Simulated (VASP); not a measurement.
## Quasiparticle energies of GaN in VASP

Aim: the quasiparticle gap of GaN, and what it costs to get it. The cell is of the zinc-blende type, one of the forms listed for this formula. The start is a computed cell from the Materials Project.

Method: PBE; plane waves and PAW (Ga_d_GW, N_GW), in the first sound run; inputs show where later runs differ, in VASP 6.6.1.

**1. Set-up**

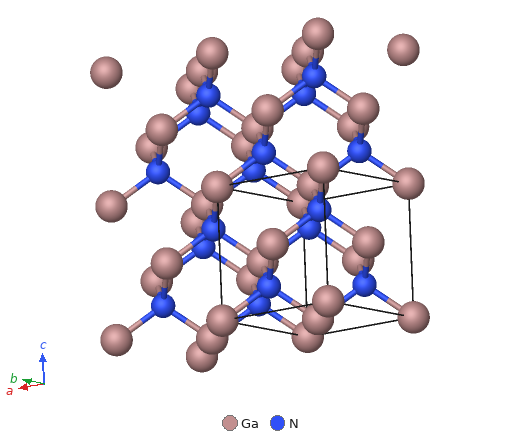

The cell as given, from a free direction (gallium pink, nitrogen blue). 2×1×2 cells are drawn. This picture shows the conventional cell, with its axes. Bonds to atoms that aren't drawn are left out. Some periodic images of atoms are drawn too.

**2. Ground state, k-mesh 4×4×4**

The orbitals come from a self-consistent PBE run with a tight EDIFF and a narrow smearing. KPOINTS_OPT adds the bands along a path, which shows whether the mesh holds the band edges.

The input, INCAR:

```
SYSTEM = GaN
PREC = Accurate
ENCUT = 450
EDIFF = 1E-08
NELM = 100
ISMEAR = 0
SIGMA = 0.01
LREAL = .FALSE.
ALGO = Normal
GGA = PE
NBANDS = 15
LORBIT = 11
LWAVE = .TRUE.
LCHARG = .FALSE.
KPAR = 8
```

The input, POSCAR:

```
GaN
1.0
    0.0000000000      2.2535006075      2.2535006075
    2.2535006075      0.0000000000      2.2535006075
    2.2535006075      2.2535006075      0.0000000000
Ga N
1 1
Direct
    0.0000000000      0.0000000000      0.0000000000
    0.7500000000      0.7500000000      0.7500000000
```

The input, KPOINTS:

```
Automatic mesh
0
Gamma
4 4 4
0 0 0
```

The input, KPOINTS_OPT:

```
Line mode
12
Line-mode
Reciprocal
  0.00000000   0.00000000   0.00000000 GAMMA
  0.50000000   0.00000000   0.50000000 X

  0.50000000   0.00000000   0.50000000 X
  0.50000000   0.25000000   0.75000000 W

  0.50000000   0.25000000   0.75000000 W
  0.37500000   0.37500000   0.75000000 K

  0.37500000   0.37500000   0.75000000 K
  0.00000000   0.00000000   0.00000000 GAMMA

  0.00000000   0.00000000   0.00000000 GAMMA
  0.50000000   0.50000000   0.50000000 L

  0.50000000   0.50000000   0.50000000 L
  0.62500000   0.25000000   0.62500000 U

  0.62500000   0.25000000   0.62500000 U
  0.50000000   0.25000000   0.75000000 W

  0.50000000   0.25000000   0.75000000 W
  0.50000000   0.50000000   0.50000000 L

  0.50000000   0.50000000   0.50000000 L
  0.37500000   0.37500000   0.75000000 K

  0.62500000   0.25000000   0.62500000 U
  0.50000000   0.00000000   0.50000000 X
```

The projector-augmented-wave data sets are Ga_d_GW and N_GW (PBE family, release 64).

Started as:

```bash
> mpirun -np 8 vasp_std
```

Log:

```text
[banner, memory and clock lines left out]
running    8 mpi-ranks, on    1 nodes
 distrk:  each k-point on    1 cores,    8 groups
 distr:  one band on    1 cores,    1 groups

 POSCAR found type information on POSCAR GaN
 POSCAR found :  2 types and       2 ions
|                                                                             |
|           W    W    AA    RRRRR   N    N  II  N    N   GGGG   !!!           |
|           W    W   A  A   R    R  NN   N  II  NN   N  G    G  !!!           |
|           W    W  A    A  R    R  N N  N  II  N N  N  G       !!!           |
|           W WW W  AAAAAA  RRRRR   N  N N  II  N  N N  G  GGG   !            |
|           WW  WW  A    A  R   R   N   NN  II  N   NN  G    G                |
|           W    W  A    A  R    R  N    N  II  N    N   GGGG   !!!           |
|                                                                             |
|     For optimal performance we recommend to set                             |
|       NCORE = 2 up to number-of-cores-per-socket                            |
|     NCORE specifies how many cores store one orbital (NPAR=cpu/NCORE).      |
|     This setting can greatly improve the performance of VASP for DFT.       |
|     The default, NCORE=1 might be grossly inefficient on modern             |
|     multi-core architectures or massively parallel machines. Do your        |
|     Unfortunately you need to use the default for GW and RPA                |
|     calculations (for HF NCORE is supported but not extensively tested      |
|     yet).                                                                   |
|                                                                             |

 LDA part: xc-table for (Slater+PW92), standard interpolation
 POSCAR, INCAR and KPOINTS ok, starting setup
 FFT: planning ... GRIDC
 FFT: planning ... GRID_SOFT
 FFT: planning ... GRID
 WAVECAR not read
 entering main loop
       N       E                     dE             d eps       ncg     rms          rms(c)
DAV:   1     0.139363883453E+03    0.13936E+03   -0.10114E+04   248   0.187E+03
DAV:   2    -0.454045633278E+01   -0.14390E+03   -0.13819E+03   261   0.390E+02
DAV:   3    -0.139402655194E+02   -0.93998E+01   -0.93552E+01   303   0.112E+02
DAV:   4    -0.141094084433E+02   -0.16914E+00   -0.16912E+00   289   0.171E+01
DAV:   5    -0.141144337104E+02   -0.50253E-02   -0.50252E-02   304   0.299E+00    0.111E+01
DAV:   6    -0.120721913858E+02    0.20422E+01   -0.53513E+00   360   0.487E+01    0.519E+00
DAV:   7    -0.120725814956E+02   -0.39011E-03   -0.30905E-01   289   0.885E+00    0.321E+00
DAV:   8    -0.120684626909E+02    0.41188E-02   -0.50280E-02   282   0.361E+00    0.378E-01
DAV:   9    -0.120667512849E+02    0.17114E-02   -0.67326E-03   366   0.237E+00    0.734E-02
DAV:  10    -0.120670068646E+02   -0.25558E-03   -0.76452E-04   262   0.525E-01    0.207E-02
DAV:  11    -0.120669956770E+02    0.11188E-04   -0.67906E-05   416   0.187E-01    0.740E-03
DAV:  12    -0.120669974936E+02   -0.18166E-05   -0.75071E-06   254   0.303E-02    0.357E-03
DAV:  13    -0.120669973428E+02    0.15087E-06   -0.61629E-07   370   0.119E-02    0.372E-04
DAV:  14    -0.120669973323E+02    0.10506E-07   -0.32379E-08   254   0.231E-03    0.206E-04
DAV:  15    -0.120669973503E+02   -0.18018E-07   -0.14738E-09   169   0.560E-04    0.224E-05
DAV:  16    -0.120669973522E+02   -0.19486E-08   -0.41034E-10   127   0.288E-04
   1 F= -.12066997E+02 E0= -.12066997E+02  d E =-.120423E-89
 Start KPOINTS_OPT (optional k-point list driver)
k-point batch [1-8\120]
       N       E                     dE             ncg
DAV:   1     0.578196548205E+03   -0.15033E+04      248
DAV:   2    -0.545689031714E+03   -0.11239E+04      275
DAV:   3    -0.633897376675E+03   -0.88208E+02      289
DAV:   4    -0.635506762452E+03   -0.16094E+01      303
DAV:   5    -0.635549017401E+03   -0.42255E-01      304
DAV:   6    -0.635550883153E+03   -0.18658E-02      327
DAV:   7    -0.635550943399E+03   -0.60246E-04      318
DAV:   8    -0.635550948167E+03   -0.47672E-05      352
DAV:   9    -0.635550948182E+03   -0.15756E-07      285
DAV:  10    -0.635550948182E+03    0.29729E-09      260
[...]
k-point batch [113-120\120]
       N       E                     dE             ncg
DAV:   1     0.374680313428E+03   -0.56674E+04      264
DAV:   2    -0.658469148452E+03   -0.10331E+04      303
DAV:   3    -0.718560774642E+03   -0.60092E+02      310
DAV:   4    -0.719665051045E+03   -0.11043E+01      303
DAV:   5    -0.719703643874E+03   -0.38593E-01      318
DAV:   6    -0.719705866433E+03   -0.22226E-02      343
DAV:   7    -0.719705908935E+03   -0.42501E-04      334
DAV:   8    -0.719705909093E+03   -0.15845E-06      341
DAV:   9    -0.719705909094E+03   -0.13284E-08      253
 writing wavefunctions
```

Wall time 5.4 s (8 MPI ranks of Intel Xeon Platinum 8488C (Sapphire Rapids), shared host); peak memory 1 GiB; 20 s of CPU time.

The logs omit lines about the potential files and the build; timing stands in the text.

Parts of OUTCAR (step 2):

```text
ion  position               nearest neighbor table
   1  0.000  0.000  0.000-   2 1.95   2 1.95   2 1.95   2 1.95
   2  0.750  0.750  0.750-   1 1.95   1 1.95   1 1.95   1 1.95

  LATTYP: Found a face centered cubic cell.
 ALAT       =     4.5070012150

 Subroutine GETGRP returns: Found 24 space group operations
 (whereof 24 operations were pure point group operations)

The static configuration has the point symmetry T_d .

 Found      8 irreducible k-points:

   k-points           NKPTS =      8   k-points in BZ     NKDIM =      8   number of bands    NBANDS=     15

   dimension x,y,z NGX =    24 NGY =   24 NGZ =   24
   dimension x,y,z NGXF=    48 NGYF=   48 NGZF=   48

   ENCUT  =  450.0 eV  33.07 Ry    5.75 a.u.   5.51  5.51  5.51*2*pi/ulx,y,z

   NELECT =      18.0000    total number of electrons

 k-points in reciprocal lattice and weights: Automatic mesh
   0.00000000  0.00000000  0.00000000       0.016
   0.25000000  0.00000000  0.00000000       0.125
   0.50000000  0.00000000  0.00000000       0.062
   0.25000000  0.25000000  0.00000000       0.094
   0.50000000  0.25000000  0.00000000       0.375
  -0.25000000  0.25000000  0.00000000       0.188
   0.50000000  0.50000000  0.00000000       0.047
  -0.25000000  0.50000000  0.25000000       0.094

 average (electrostatic) potential at core
       1 -63.7305       2 -61.3268

 E-fermi :   5.2816

 k-point     1 :       0.0000    0.0000    0.0000
  band No.  band energies     occupation
    ...
      5      -8.0792      2.00000
      6      -8.0792      2.00000
      7       5.1406      2.00000
      8       5.1406      2.00000
      9       5.1406      2.00000
     10       6.8453      0.00000
     11      15.3934      0.00000
     12      15.3934      0.00000
     13      15.3934      0.00000
     14      22.7285      0.00000
    ...

 k-point     2 :       0.2500    0.0000    0.0000
  band No.  band energies     occupation
    ...
      5      -8.0743      2.00000
      6      -8.0177      2.00000
      7       1.2679      2.00000
      8       4.6193      2.00000
      9       4.6193      2.00000
     10       9.1848      0.00000
     11      13.8967      0.00000
     12      15.8510      0.00000
     13      15.8510      0.00000
     14      21.1041      0.00000
    ...

 k-point     3 :       0.5000    0.0000    0.0000
  band No.  band energies     occupation
    ...
      5      -8.0321      2.00000
      6      -6.8008      2.00000
      7      -1.9214      2.00000
      8       4.1709      2.00000
      9       4.1709      2.00000
     10       9.7499      0.00000
     11      13.8566      0.00000
     12      15.4497      0.00000
     13      15.4497      0.00000
     14      20.7385      0.00000
    ...

  Total        0.4978902      0.4978902      0.4978902     -0.0000000      0.0000000     -0.0000000
  in kB       34.8530747     34.8530747     34.8530747     -0.0000000      0.0000000     -0.0000000
  external PRESSURE =      34.8530747 kB  Pullay stress =       0.0000000 kB

  energy-cutoff  :      450.00
  volume of cell :       22.89
      direct lattice vectors                 reciprocal lattice vectors
     0.000000000  2.253500607  2.253500607    -0.221877020  0.221877020  0.221877020
     2.253500607  0.000000000  2.253500607     0.221877020 -0.221877020  0.221877020
     2.253500607  2.253500607  0.000000000     0.221877020  0.221877020 -0.221877020

 POSITION                                       TOTAL-FORCE (eV/Angst)
 -----------------------------------------------------------------------------------
      0.00000      0.00000      0.00000         0.000000      0.000000      0.000000
      3.38025      3.38025      3.38025        -0.000000     -0.000000     -0.000000
 -----------------------------------------------------------------------------------
    total drift:                               -0.000016     -0.000016     -0.000016

  FREE ENERGIE OF THE ION-ELECTRON SYSTEM (eV)
  ---------------------------------------------------
  free  energy   TOTEN  =       -12.0669973522 eV

  energy  without entropy=      -12.0669973522  energy(sigma->0) =      -12.06699735

 total charge
# of ion       s       p       d       tot
------------------------------------------
    1        0.776   0.901  10.129  11.806
    2        1.193   2.464   0.000   3.656
--------------------------------------------------
tot          1.969   3.364  10.129  15.462

[... 3 further parts left out ...]
```

Numbers from this step:

- free energy (TOTEN): -12.07 eV
- Fermi energy: 5.282 eV
- pressure: 3.485 GPa
- least gap on mesh and path: 1.705 eV
- least direct gap on mesh and path: 1.705 eV

The highest empty bands on the path are converged less tightly, to about 0.1 eV. The electronic bands at the labelled points (eV, zero at the valence-band top; v1 is the highest filled band, c1 the lowest empty one):

```tsv
point	v3	v2	v1	c1	c2
Γ	0.00	0.00	0.00	1.70	10.25
X	-6.15	-2.71	-2.71	3.31	6.63
W	-5.72	-3.71	-3.66	6.20	8.37
K	-5.89	-4.27	-2.18	4.96	7.85
Γ	0.00	0.00	0.00	1.70	10.25
L	-7.06	-0.97	-0.97	4.61	8.72
U	-5.89	-4.27	-2.18	4.96	7.85
W	-5.72	-3.71	-3.66	6.20	8.37
L	-7.06	-0.97	-0.97	4.61	8.72
K	-5.89	-4.27	-2.18	4.96	7.85
jump to U	-5.89	-4.27	-2.18	4.96	7.85
X	-6.15	-2.71	-2.71	3.31	6.63
```

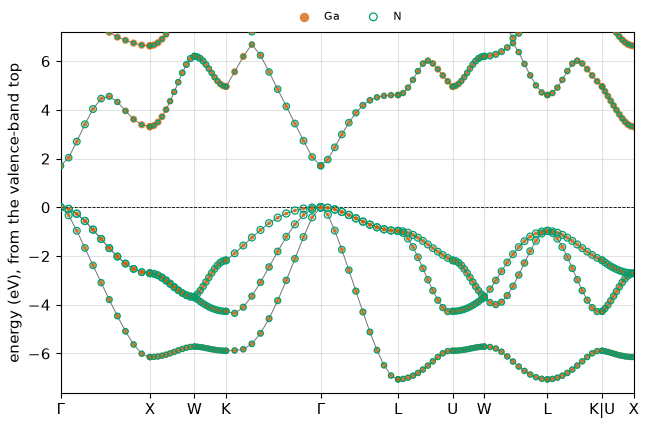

Electronic bands along the path; dots are coloured as in the legend, and their area grows with the weight.

The cell has a gap of 1.70 eV on mesh and path and a pressure of +3.5 GPa, which holds the misfit of the given cell and coordinates with this functional, and any error of cutoff, mesh and data sets. Spin-orbit coupling is left out, which can shift or reorder these edges.

**3. Empty bands, k-mesh 4×4×4**

The next step needs empty bands that the ground-state run didn't converge, so the Hamiltonian is diagonalised exactly for NBANDS bands, in a single step. LOPTICS writes the k-derivatives of the orbitals (WAVEDER), which give the long-wavelength limit of the screening.

The input, INCAR:

```
SYSTEM = GaN
PREC = Accurate
ENCUT = 450
ISMEAR = 0
SIGMA = 0.01
LREAL = .FALSE.
GGA = PE
NBANDS = 56
ALGO = Exact
NELM = 1
LWAVE = .TRUE.
LCHARG = .FALSE.
LOPTICS = .TRUE.
NEDOS = 1000
CSHIFT = 0.1
```

POSCAR is that of step 2.

KPOINTS is that of step 2.

Started as:

```bash
> mpirun -np 8 vasp_std
```

Log:

```text
[banner, memory and clock lines left out]
running    8 mpi-ranks, on    1 nodes
 distrk:  each k-point on    8 cores,    1 groups
 distr:  one band on    1 cores,    8 groups

 POSCAR found type information on POSCAR GaN
 POSCAR found :  2 types and       2 ions
 [... a notice as in an earlier step ...]

 LDA part: xc-table for (Slater+PW92), standard interpolation
 found WAVECAR, reading the header
  number of bands has changed, file:    15 present:    56
  trying to continue reading WAVECAR, but it might fail
 POSCAR, INCAR and KPOINTS ok, starting setup
 FFT: planning ... GRIDC
 FFT: planning ... GRID_SOFT
 FFT: planning ... GRID
 reading WAVECAR
 random initialization beyond band           15
 the WAVECAR file was read successfully
 initial charge from wavefunction
 entering main loop
       N       E                     dE             d eps       ncg     rms          rms(c)
DIA:   1    -0.120669973519E+02   -0.12067E+02    0.00000E+00     0   0.000E+00
   1 F= -.12066997E+02 E0= -.12066997E+02  d E =-.199892E-11
 writing wavefunctions
 optical routines
 imaginary and real dielectric function
 recalculating local potential from charge density
 direction            1
 direction            2
 direction            3
```

The job ended after 3.4 s (8 MPI ranks; peak memory 0.85 GiB; 8.2 s of CPU time).

From OUTCAR (step 3):

```text
The static configuration has the point symmetry T_d .

 Found      8 irreducible k-points:

   k-points           NKPTS =      8   k-points in BZ     NKDIM =      8   number of bands    NBANDS=     56

   NELECT =      18.0000    total number of electrons

 E-fermi :   5.1838

 k-point     1 :       0.0000    0.0000    0.0000
  band No.  band energies     occupation
    ...
      5      -8.0792      2.00000
      6      -8.0792      2.00000
      7       5.1406      2.00000
      8       5.1406      2.00000
      9       5.1406      2.00000
     10       6.8453      0.00000
     11      15.3934      0.00000
     12      15.3934      0.00000
     13      15.3934      0.00000
     14      22.7284      0.00000
    ...

  Total        0.4985443      0.4985443      0.4985443      0.0000000      0.0000000      0.0000000
  in kB       34.8988623     34.8988623     34.8988623      0.0000000      0.0000000      0.0000000
  external PRESSURE =      34.8988623 kB  Pullay stress =       0.0000000 kB

  FREE ENERGIE OF THE ION-ELECTRON SYSTEM (eV)
  ---------------------------------------------------
  free  energy   TOTEN  =       -12.0669973519 eV

  energy  without entropy=      -12.0669973519  energy(sigma->0) =      -12.06699735

 plasma frequency squared (from intraband transitions) (eV^2)
  --------------------------------------------------------------------------------------
       0.000       0.000       0.000
       0.000       0.000       0.000
       0.000       0.000       0.000

[... 14 parts as in an earlier step ...]
```

WAVECAR now holds 56 bands for 18 electrons. Its independent-particle dielectric tensor has xx, yy, zz = 10.2, 10.2, 10.2 on this mesh, which isn't tested for convergence in mesh or bands and lacks local fields.

[end of part 1 of 3]

[Lines on the potential files, build, host, timing and source positions are cut from VASP's logs without a mark.]

[Logs are printed without paths, hosts, clocks, repeated set-up lines and the standing remarks that a program may print on its own settings, such as how far it seeks lower states.]

[Hosts, paths, dates, database ids (printed as entryN), source tags and the programs' standing remarks are cut or masked in the printed files.]

[Pressures printed for these runs are not shown converged in the cutoff: they can be off by several GPa and have the wrong sign.]
